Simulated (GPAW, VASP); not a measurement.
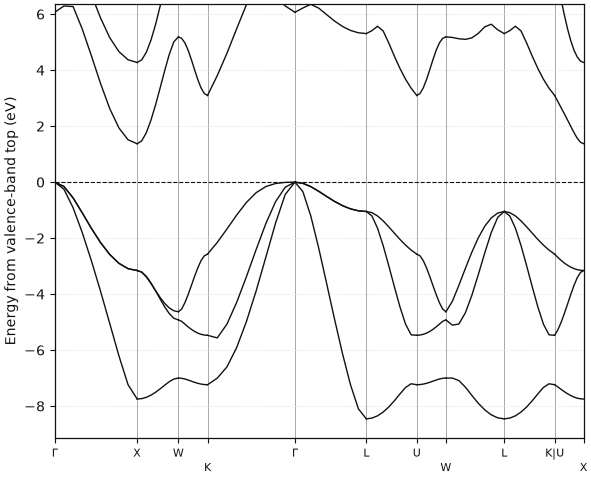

Band structure. Energies are counted from the top of the valence band.

### Which system does the plot belong to?
A. zincblende ZnS, space group F-43m, 2 atoms in the primitive cell (cubic a = 5.361 Å); TB-mBJ
B. rocksalt HfC, space group Fm-3m (No. 225), 2 atoms in the primitive cell (cubic a = 4.650 Å); PBEsol
C. zincblende SiC, space group F-43m, 2 atoms in the primitive cell (cubic a = 4.379 Å); PBE

C. The bands leave a gap. The gap along this path is 1.37 eV and indirect, from the valence-band top at Γ to the conduction-band bottom at X; the smallest direct gap is 4.53 eV, at X. Three bands meet at the valence-band top at Γ: it is triply degenerate (spin aside). The direct gaps are 5.67 eV at U, 5.67 eV at K and 9.82 eV at W. A face-centred cubic lattice: the path Γ–X–W–K–Γ–L–U–W–L–K|U–X runs through the special points of its Brillouin zone.

VASP; PBE, VASP PAW PBE potentials, release 64 (Si, C), no spin polarisation, no spin-orbit coupling, 14×14×14 k mesh, 450 eV cutoff, Gaussian smearing of 0.02 eV.

LDA, GGA and most meta-GGA functionals understate gaps. The cell was derived from a database entry in an earlier step, so it needn't be the measured one.
